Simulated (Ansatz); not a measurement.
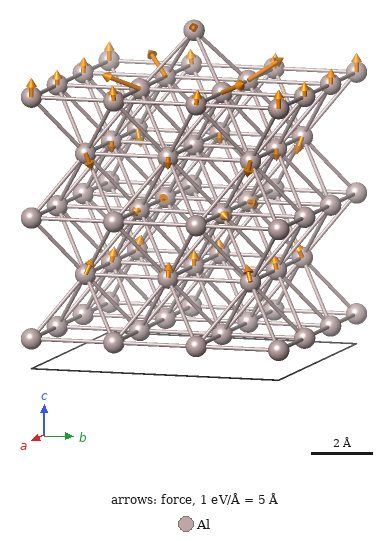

Starting geometry of a slab of composition Al with the computed forces as orange arrows. The picture is a ball-and-stick view of the cell of the calculation, outlined in the plane, without the vacuum (origin shifted), seen slightly off an axis.

It is Al on Al(100), set down by a guess. The run prepares an end point of a later path (adatom exchange) calculation, from a guessed geometry. 9 atoms are held fixed.

All numbers below come from DFT PBE, scalar-relativistic, plane waves, PAW in Ansatz 0.2.0. Set-up: plane-wave cutoff 420 eV; k-point mesh 4 × 4 × 1; occupations gaussian; smearing width 0.1 eV; no spin polarisation; atoms relaxed in a fixed cell; force threshold 0.02 eV/Å; at most 60 steps.

Q: What follows when this structure is relaxed?

A: It isn't relaxed: the largest force vector, on an Al atom, is 0.32 eV/Å. The final displacements follow the starting forces only in part (cosine between the two patterns 0.61). After 6 accepted moves (8 points after the start) the energy has fallen by 0.161 eV per cell of the calculation. Largest force component: 0.22 eV/Å at the start, 0.011 eV/Å at the end. The line search rejected the trial step at point 3 of the run. 1 step only repeated the SCF at the same geometry. The largest move is that of an Al atom, 0.23 Å along the normal (+c). The cell stays as it was. Some distances before and after: Al–Al 2.857 → 3.104 Å, Al–Al 2.857 → 2.736 Å, Al–Al 2.857 → 2.965 Å, Al–Al 2.733 → 2.652 Å. Among the angles between lasting bonds that change: Al–Al–Al 96.0° → 111.7°, Al–Al–Al 63.3° → 71.6°, Al–Al–Al 63.7° → 71.7°.
